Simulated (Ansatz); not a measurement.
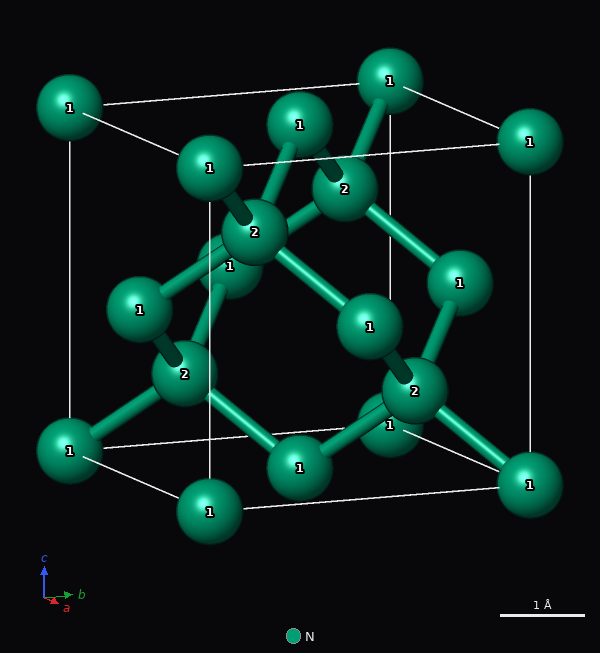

Reference structure: solid N (a generated structure, set up in Fd-3m). A ball-and-stick model of the conventional cell (4 times the calculation's cell), seen slightly off an axis. Lengths and directions refer to the drawn axes.

All numbers below come from DFT, PBE, PAW with Ansatz's default frozen-core files, scalar-relativistic (Ansatz). (plane-wave cutoff 420 eV; k-point mesh 13 × 13 × 13; occupations fermi dirac; smearing width 0.08 eV; no spin polarisation)

Change: The cell is strained by +4.0 % along c and −1.9 % across it (volume 0.0 %), the atoms keeping their fractional coordinates. No relaxation follows.

Input file:
```yaml
crystal:
  lattice:
    - [0.0, 2.0514414928, 2.1757507621]
    - [2.0514414928, 0.0, 2.1757507621]
    - [2.0514414928, 2.0514414928, 0.0]
  atoms:
    - { symbol: "N", position: [0.0, 0.0, 0.0] }
    - { symbol: "N", position: [0.25, 0.25, 0.25] }
kpoints:
  mp_grid: { grid: [13, 13, 13] }
scf:
  occupations: { method: fermi_dirac, width: 0.08 }
hamiltonian:
  xc: pbe
  pseudopotentials: { kind: paw }
output:
  forces: true
  stress: true
  eigenvalues: true
  efg: { contact_densities: true }
```

What does the calculation give for the changed structure?

The space group (tolerance 0.01 Å) goes from Fd-3m (No. 227) to I4_1/amd (No. 141). It lowers the energy by 3.2 meV per atom. Pressure: 0.0 GPa before, −0.6 GPa after. The principal stresses (compression positive) are 2.3 GPa along c and −2.1 GPa across it. All forces vanish by symmetry.

The changed structure in the same view:

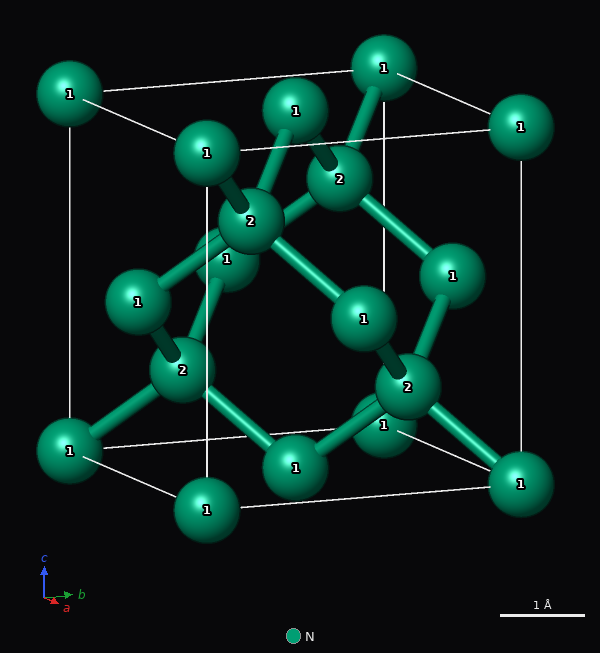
